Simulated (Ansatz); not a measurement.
**A series of single points on Re**

System: Re (Immm, 1 atom in the cell).
Method: DFT PBEsol, scalar-relativistic, plane waves, PAW, no spin polarisation (Ansatz 0.2.0).

The 8 runs differ only in the geometry, by a strain of the cell at fixed fractional positions. Against run 5, the strain is εxy = η. The structure derives from an entry of the Crystallography Open Database.

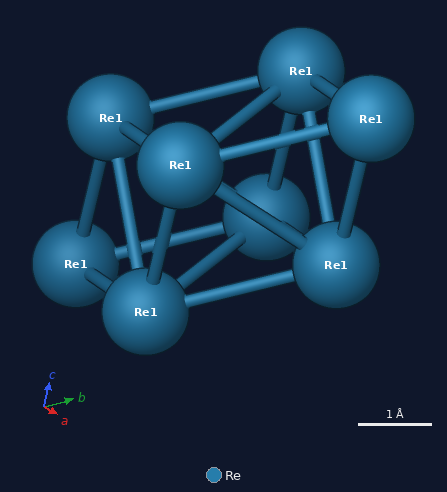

Figure 1. The structure of run 5 (ball-and-stick view of the reduced cell, seen slightly off an axis; atoms are numbered from 1 in the order of the input). An atom can appear more than once, as a periodic image.

## Input of run 5
```yaml
crystal:
  lattice:
    - [0.00740625, 1.975, 1.975]
    - [1.975, 0.00740625, 1.975]
    - [1.98240625, 1.98240625, 0.0]
  atoms:
    - { symbol: Re, position: [0.0, 0.0, 0.0] }
basis:
  ecutwfc: 420
kpoints:
  mp_grid: { grid: [20, 20, 20] }
hamiltonian:
  xc: pbesol
scf:
  occupations: { method: gaussian, width: 0.15 }
output:
  forces: true
  stress: true
  eigenvalues: true
```

Command:
```bash
ansatz run input.yaml --threads 1 --pin off --max-ram 2560MiB --backend cpu --events-out ev --progress --plain --runs-dir out
```

Run 3 differs from it as follows:
```diff
-    - [0.00740625, 1.975, 1.975]
-    - [1.975, 0.00740625, 1.975]
-    - [1.98240625, 1.98240625, 0.0]
+    - [0.00246875, 1.975, 1.975]
+    - [1.975, 0.00246875, 1.975]
+    - [1.97746875, 1.97746875, 0.0]
```

## Results, with one run withheld

| run | strain parameter η (%) | free energy per atom, from the lowest run given (meV) | pressure (GPa) |
| --- | --- | --- | --- |
| 1 | −1.3750 | 3.42 | −18.41 |
| 2 | −0.8750 | 0.68 | −18.51 |
| 3 | −0.2500 | ? | ? |
| 4 | −0.1250 | 0.00 | −18.53 |
| 5 | 0.0000 | 0.29 | −18.52 |
| 6 | 0.2500 | 1.20 | −18.49 |
| 7 | 0.3750 | 1.82 | −18.47 |
| 8 | 0.5000 | 2.57 | −18.44 |

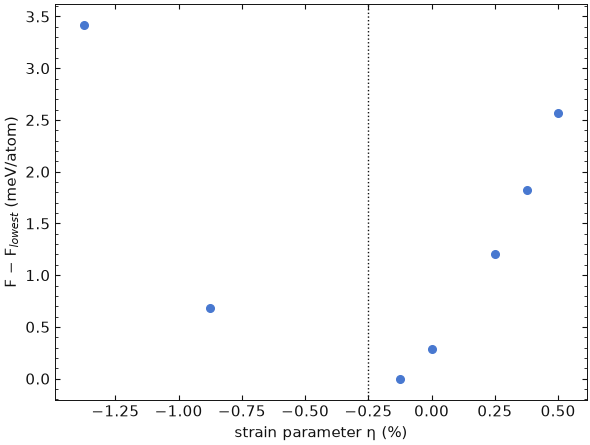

Figure 2. Free energy per atom of the runs given; the dotted line marks run 3.

What should run 3 give?

A cubic polynomial in the coordinate, fitted to the 7 runs given, misses them by at most 0.01 meV per atom. With x = η + 0.1786, it reads F = −0.086649 + 1.4398 x + 3.6444 x² − 0.0073107 x³ (meV per atom). At run 3 it gives −0.17 meV per atom, and the run itself gives −0.17. The fit has its minimum at η = −0.3760 %.

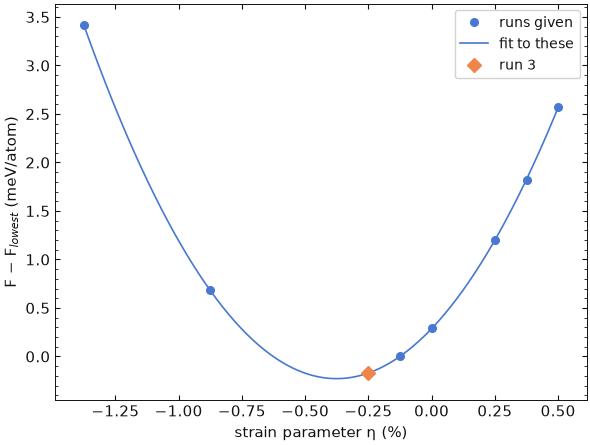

Figure 3. The fit and the withheld run.

## Output, shortened to warnings, some set-up lines, iterations and results (run 3)
```
Basis set: ecut = 420 eV, 307 PW (Γ), exchange–correlation on 40×40×40 points (8 copies of the dense FFT grid, shifted against one another)
Symmetry: 8 space group operations
k-points: 1166 of 8000
Initial density: superposition of atomic densities (neutral atoms: chi_scale 0, normalization atom), corrected by the library's trained network
[...]
SCF iter   1: F=—  HF=-10737.136289 eV  |F-HF|=—  |Δ(HF+E_count)|=         —  Δρ=6.11e-3  dr2=1.24e-3  ethr=1.77e-3  ⟨swp⟩=5.0  Hψ=70743  notcnv=0
SCF iter   2: F=—  HF=-10737.136797 eV  |F-HF|=—  |Δ(HF+E_count)|=   5.08e-4  Δρ=3.07e-3  dr2=3.05e-4  ethr=8.27e-6  ⟨swp⟩=1.7  Hψ=25831  notcnv=0
SCF iter   3: F=—  HF=-10737.136949 eV  |F-HF|=—  |Δ(HF+E_count)|=   1.52e-4  Δρ=1.89e-4  dr2=1.80e-6  ethr=2.03e-6  ⟨swp⟩=1.0  Hψ=13713  notcnv=0
SCF iter   4: F=—  HF=-10737.136947 eV  |F-HF|=—  |Δ(HF+E_count)|=   2.10e-6  Δρ=5.77e-5  dr2=1.73e-7  ethr=1.20e-8  ⟨swp⟩=2.5  Hψ=22874  notcnv=0
SCF iter   5: F=-10737.136947 eV  HF=-10737.136947 eV  |F-HF|=1.26e-8  |Δ(HF+E_count)|=   4.05e-8  Δρ=1.71e-5  dr2=1.88e-8  ethr=1.15e-9  ⟨swp⟩=1.4  Hψ=15384  notcnv=0
SCF iter   6: F=-10737.136947 eV  HF=-10737.136947 eV  |F-HF|=7.28e-12  |Δ(HF+E_count)|=   7.51e-9  Δρ=1.41e-6  dr2=6.10e-11  ethr=1.25e-10  ⟨swp⟩=2.5  Hψ=47650  notcnv=0
SCF 1 converged in 6 iterations: F = -10737.136947 eV  dr2 = 6.10e-11
SCF converged after 6 iterations
Free energy (F): -10737.136947 eV
Harris-Foulkes:  -10737.136947 eV  (|F-HF|=7.28e-12)
Internal energy: -10737.127008 eV  (E = F + TS)
E sigma→0 (E₀):  -10737.131977 eV
Entropy (-TS):   -0.009939 eV (-9.939 meV/atom)
Fermi energy:    22.820724 eV
--- Per-component energies (eV) ---
  E_band       = -91.848142
  E_kinetic    = 538.594487
  E_local      = -797.693534  (includes V_loc(G=0)·N_el)
  E_nonlocal   = 50.901400
  E_hartree    = 282.255747
  E_xc         = -400.334577
  E_vxc        = -302.871903  (∫ρ·V_xc dr)
  E_paw        = -8530.756437  (= ΣΔE_a)
  E_vpaw       = -145.289927  (= ΣTr[D̂ρ^β])
  E_aug_tail   = -0.000072  (compensation charges beyond the density's cutoff)
  E_ewald      = -1880.327283
  E_core_change = 0.233262  (= ΣΔE_core)
  E_smearing   = -0.009939  (= −TS)
  E_closure    = -0.000000  (closes the sum)
  Σ components = -10737.136947   (vs F -10737.136947, Δ=0.00e0)
--- Forces (eV/Å), atoms counted from 1 ---
  atom   1  Re    -0.00000000     0.00000000     0.00000000
  max |Σ_I F_I| component: 1.23e-32 eV/Å
--- Stress (GPa, compression-positive) ---
      -18.535045      -0.495267      -0.000000
       -0.495267     -18.535045       0.000000
       -0.000000       0.000000     -18.538028
  P = ⅓ Tr σ = -18.5360 GPa (-185.360 kbar)
```

Notes: Spin–orbit coupling is left out, which matters for Re.
